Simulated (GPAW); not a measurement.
**BN (F-43m): refractive index against wavelength**

The refractive index of BN (F-43m) below the direct gap (8.79 eV on the mesh) is read from one computed spectrum, n = √(Re ε).

Symmetry: F-43m, No. 216, cubic system. The conventional cell has a = 3.615 Å, b = 3.615 Å, c = 3.615 Å, α = 90.00°, β = 90.00°, γ = 90.00°. N on site c is surrounded by 4 B at 1.57 Å. Around B on site a lie 4 N at 1.57 Å.

Method: GPAW 26.7.0, PBE, RPA, k-mesh 16×16×16, local fields up to 60 eV, Lorentzian half width 0.2 eV.

Launch of the response step: `OMP_NUM_THREADS=1 python df.py`. The run took 14 s, its band step included, on 1 thread of Arm Neoverse V2, on a shared host.

```tsv
wavelength (nm)	photon energy E (eV)	n
532	2.331	2.1574
450	2.755	2.1698
405	3.061	2.1803
365	3.397	2.1934
308	4.025	2.2230
266	4.661	?
248	4.999	2.2847
```

In the single-oscillator model n² − 1 = E₀E_d/(E₀² − E²), so 1/(n² − 1) = E₀/E_d − E²/(E₀E_d) is linear in E².

Working, on the rows shown:

| x = E² (eV²) | y = 1/(n² − 1) |
| --- | --- |
| 5.43137 | 0.273645 |
| 7.59115 | 0.269685 |
| 9.37179 | 0.266403 |
| 11.5384 | 0.262398 |
| 16.2043 | 0.253696 |
| 24.9936 | 0.236975 |

Means: x̄ = 12.522, ȳ = 0.26047. Σ(x − x̄)(y − ȳ) = -0.4774, Σ(x − x̄)² = 254.6. Slope = -0.4774 / 254.6 = -0.001875; intercept = ȳ − slope · x̄ = 0.28395. Turned back into n, the line misses the rows shown by at most 0.00047.

Task: What does the fit predict for the withheld row, and how well does it do?

Result: At x = 21.725 the line gives y = 0.24321, that is 2.2609. The run gave 2.2607, so the interpolation is off by 0.00021, 0.2 % of the range in the table.

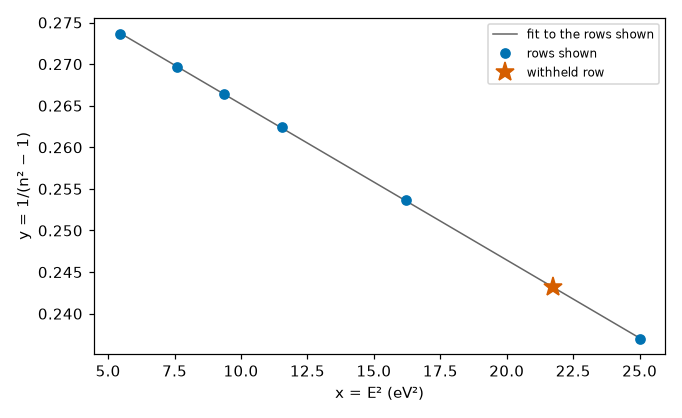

Refitted with all rows, the slope is -0.001874 and the intercept 0.28394. These give E₀ = √(intercept/−slope) = 12.31 eV and E_d = E₀/intercept = 43.4 eV; E₀ is 1.4 times the direct gap. The electronic limit at long wavelengths, without lattice vibrations, is n = √(1 + 1/intercept) = 2.126. Excitons are left out; PBE gaps are as a rule too small. The values come from a sum over the points of one k-mesh and carry its error, which grows as the direct gap shrinks. The local-field cutoff holds few shells of reciprocal vectors for this small cell, so ε∞ can read a few per cent high.

[Logs are printed without paths, hosts, clocks, repeated set-up lines and the standing remarks that a program may print on its own settings, such as how far it seeks lower states.]
